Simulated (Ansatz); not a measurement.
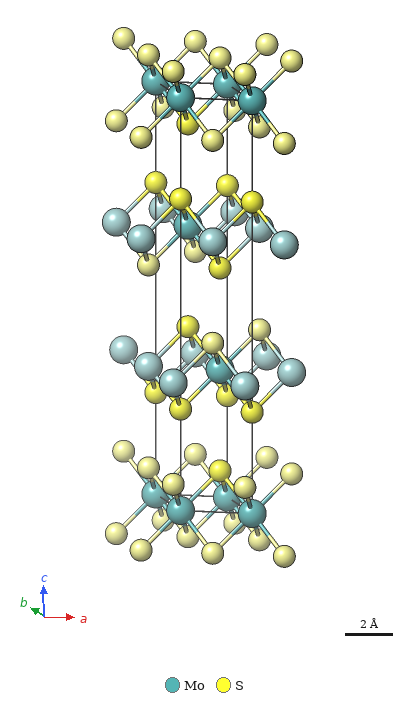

**Figure 1.** The input geometry (ball-and-stick view of the cell 3 times as large as that of the calculation, set on its symmetry axes, seen slightly off an axis; neighbours outside the cell are drawn fainter). An atom can appear more than once, as a periodic image. Near neighbours in the periodic cell (some may lie outside the picture): Mo has 6 S at 2.41 Å; S has 3 Mo at 2.41 Å.

**MoS2: single-point calculation**

System: MoS2 (R-3m, 3 atoms in the cell).
Method: DFT PBEsol, scalar-relativistic, plane waves, PAW, no spin polarisation (Ansatz 0.2.0).

The structure derives from an entry of the Crystallography Open Database. It belongs to a series of runs on one base structure; here: bulk in the cell of the (0 0 1) plane.

The program's output
```
Warning: crystal.symmetry: narrowed to the stabiliser of the k-point mesh — unitary ops 12 → 4; excluded 8 operations that carry a point of the 12×12×6 mesh (shift [0, 0, 0]) off the mesh (the run samples exactly the mesh kpoints.mp_grid names, as under crystal.symmetry.detect: false, and its converged state has the mesh's symmetry, not the crystal's; ε∞, the Born charges and the force constants of a linear response (`dielectric:` by the response, `phonons.method: dfpt`) are averaged over those of the crystal's operations that the state keeps within a tolerance, where `mesh_tensors`, `unaveraged_element` or `gamma_mean_max_change_ev_ang2` stands beside them; a row that `dielectric.field_direction` solves alone is averaged likewise, with nothing beside; a Γ-centred mesh of equal divisions is mapped onto itself by every operation and keeps the whole group, as does a half-shifted one under kpoints.further_shifts: images)
Engine: ansatz 0.2.0, x86_64-unknown-linux-gnu
Pseudopotentials: kind: paw
Pseudopotential: Mo, paw, valence charge 14, recommended cutoff 420 eV (normal), Mo.paw.azcp
Pseudopotential: S, paw, valence charge 6, recommended cutoff 420 eV (normal), S.paw.azcp
Functional definition: PBEsol
  exchange = pbesol_x
  correlation = pbesol_c
Crystal: 3 atoms, lattice volume = 51.320 Å³
Basis set: ecut = 420 eV, 987 PW (Γ), exchange–correlation on 48×48×90 points (8 copies of the dense FFT grid, shifted against one another)
Bands: 17, of which v1, the nominal top of the filled ones, is band 13 counted from 1 (12 counted from 0)
Symmetry: 4 space group operations
k-points: 242 of 864
Non-local potential: Mo, projectors of the file, l = 0: 3, l = 1: 2, l = 2: 2, l = 3: 1
Non-local potential: S, projectors of the file, l = 0: 2, l = 1: 2, l = 2: 2
PAW form: soft (Blöchl's): semilocal exchange-correlation on the pseudo side does not see the compensation charge
PAW frozen core: Mo, regenerated for the run's functional, and the local potential with it (the file was generated under x = pbe(κ = 0.804, μ = 0.2195149727645171), c = pbe(β = 0.06672455060314922))
PAW frozen core: S, regenerated for the run's functional, and the local potential with it (the file was generated under x = pbe(κ = 0.804, μ = 0.2195149727645171), c = pbe(β = 0.06672455060314922))
PAW one-centre angular grid: Mo, 590 points (default); XC on 64 Gauss nodes
PAW one-centre angular grid: S, 110 points (default); XC on 64 Gauss nodes
Initial density: superposition of atomic densities (neutral atoms: chi_scale 0, normalization atom), corrected by the library's trained network
Initial wavefunctions: pseudopotential atomic-orbital guess
Functional: x = pbesol(κ = 0.804, μ = 0.12345679012345678), c = pbesol(β = 0.046)
SCF iter   1: F=—  HF=-6669.367330 eV  |F-HF|=—  |Δ(HF+E_count)|=         —  Δρ=5.71e-3  dr2=1.54e-2  ethr=1.77e-3  ⟨swp⟩=5.3  Hψ=21979  notcnv=0
preconditioner: auto → Kerker (q_TF=auto, 2.436 Å⁻¹)  [metal: Δε(μ)=0.006 eV  Ē_g=8.070 eV  σ=0.100 eV  W_gap=0.03  n_scr=16 (ndim 8)  ℏωp=22.0 eV  f_vac=0.004  D(μ)=1.10/eV (n_scr^D=2)]
SCF iter   2: F=—  HF=-6669.365256 eV  |F-HF|=—  |Δ(HF+E_count)|=   2.07e-3  Δρ=3.25e-3  dr2=5.84e-3  ethr=5.93e-5  ⟨swp⟩=1.4  Hψ=6699  notcnv=0
SCF iter   3: F=—  HF=-6669.364062 eV  |F-HF|=—  |Δ(HF+E_count)|=   1.19e-3  Δρ=5.70e-4  dr2=5.31e-4  ethr=2.25e-5  ⟨swp⟩=2.0  Hψ=5980  notcnv=0
SCF iter   4: F=—  HF=-6669.364030 eV  |F-HF|=—  |Δ(HF+E_count)|=   3.25e-5  Δρ=2.29e-4  dr2=9.62e-5  ethr=2.04e-6  ⟨swp⟩=2.7  Hψ=6288  notcnv=0
SCF iter   5: F=—  HF=-6669.364048 eV  |F-HF|=—  |Δ(HF+E_count)|=   1.80e-5  Δρ=5.98e-5  dr2=5.75e-6  ethr=3.70e-7  ⟨swp⟩=2.0  Hψ=5568  notcnv=0
SCF iter   6: F=—  HF=-6669.364049 eV  |F-HF|=—  |Δ(HF+E_count)|=   7.08e-7  Δρ=1.62e-5  dr2=1.60e-7  ethr=2.21e-8  ⟨swp⟩=2.0  Hψ=5656  notcnv=0
SCF iter   7: F=-6669.364049 eV  HF=-6669.364049 eV  |F-HF|=7.87e-10  |Δ(HF+E_count)|=   7.60e-8  Δρ=2.78e-6  dr2=4.71e-9  ethr=3.85e-10  ⟨swp⟩=5.3  Hψ=16170  notcnv=0
SCF 1 converged in 7 iterations: F = -6669.364049 eV  dr2 = 4.71e-9
  greatest PAW one-centre occupation: 0.999 electrons in one spin orbital (limit 2), on the Mo atom at site 0 (counted from 0), in its partial waves of l = 0
SCF converged after 7 iterations
Free energy (F): -6669.364049 eV
Harris-Foulkes:  -6669.364049 eV  (|F-HF|=7.87e-10)
Internal energy: -6669.358471 eV  (E = F + TS)
E sigma→0 (E₀):  -6669.361260 eV
Entropy (-TS):   -0.005578 eV (-1.859 meV/atom)
Fermi energy:    11.674564 eV
--- Per-component energies (eV) ---
  E_band       = -139.699848
  E_kinetic    = 656.034997
  E_local      = -1855.419148  (includes V_loc(G=0)·N_el)
  E_nonlocal   = 201.785829
  E_hartree    = 708.497542
  E_xc         = -375.439899
  E_vxc        = -404.292936  (∫ρ·V_xc dr)
  E_paw        = -4311.945543  (= ΣΔE_a)
  E_vpaw       = -154.802087  (= ΣTr[D̂ρ^β])
  E_aug_tail   = 0.000040  (compensation charges beyond the density's cutoff)
  E_ewald      = -1693.205487
  E_core_change = 0.333198  (= ΣΔE_core)
  E_smearing   = -0.005578  (= −TS)
  E_closure    = -0.000000  (closes the sum)
  Σ components = -6669.364049   (vs F -6669.364049, Δ=0.00e0)
--- Forces (eV/Å), atoms counted from 1 ---
  atom   1  Mo     0.00000000     0.00000000    -0.00000000
  atom   2  S      0.00017684     0.00010210     0.00209762
  atom   3  S     -0.00017684    -0.00010210    -0.00209762
  max |Σ_I F_I| component: 0.00e0 eV/Å
--- Stress (GPa, compression-positive) ---
        0.007453      -0.003906       0.000653
       -0.003906       0.011963       0.000377
        0.000652       0.000377      -0.051979
  P = ⅓ Tr σ = -0.0109 GPa (-0.109 kbar)
--- Band table (eV; the first three rows and the last of 242) ---
  k-point 0: bands = ["-49.9094", "-24.0525", "-23.8629", "-23.8627", "-3.5535", "-1.9152", "4.4666", "7.9546", "7.9547", "10.0258", "10.0345", "10.8570", "10.8571", "11.7810", "11.7811", "14.9455", "14.9455"]
  k-point 1: bands = ["-49.9094", "-24.0525", "-23.8629", "-23.8627", "-3.4847", "-2.0371", "4.6977", "7.9606", "7.9607", "9.0287", "10.8201", "10.8604", "10.8605", "11.7434", "11.7435", "14.9852", "14.9852"]
  k-point 2: bands = ["-49.9094", "-24.0526", "-23.8629", "-23.8627", "-3.3056", "-2.3167", "5.2743", "7.9728", "7.9729", "8.0027", "10.8687", "10.8689", "11.2982", "11.6684", "11.6684", "15.0641", "15.0642"]
  k-point 241: bands = ["-49.8605", "-24.3145", "-23.9676", "-23.9595", "-1.7196", "-0.7511", "4.5878", "6.1589", "6.2861", "7.6512", "8.9417", "9.5825", "10.3877", "13.0921", "13.8315", "14.8819", "15.6552"]
```

The run was set up as follows.

Input file
```yaml
crystal:
  lattice:
    - [3.1204068994, 0.0, 0.0]
    - [-1.5602034497, 2.702351645, 0.0]
    - [1.5602034497, 0.9007838817, 6.0860250644]
  atoms:
    - { symbol: Mo, position: [0.0, 0.0, 0.0] }
    - { symbol: S, position: [0.491286699, 0.2456433495, 0.2630699515] }
    - { symbol: S, position: [0.508713301, 0.7543566505, 0.7369300485] }
basis:
  ecutwfc: 420
kpoints:
  mp_grid: { grid: [12, 12, 6] }
hamiltonian:
  xc: pbesol
scf:
  occupations: { method: gaussian, width: 0.1 }
output:
  forces: true
  stress: true
  eigenvalues: true
```

Run as:
```bash
ansatz run input.yaml --threads 2 --pin off --max-ram 5120MiB --backend cpu --events-out ev --progress --plain --runs-dir out
```

Key numbers

```csv
quantity,value
outcome,converged
space group (tolerance 0.01 Å),R-3m (166)
electrons treated,26
free energy,−6669.3640 eV
Fermi energy,11.675 eV
gap on the k-point mesh,none (metallic)
pressure,−0.01 GPa
largest force (length of the vector),0.002 eV/Å
hardware,"2 threads of Intel Xeon @ 2.50GHz (Skylake/Cascade Lake), 32 GiB of memory available, shared host"
wall time,5.3 s (CPU time 10 s)
peak memory,0.51 GiB
```

The program warns: the k-point mesh lowers the symmetry that the run can use.
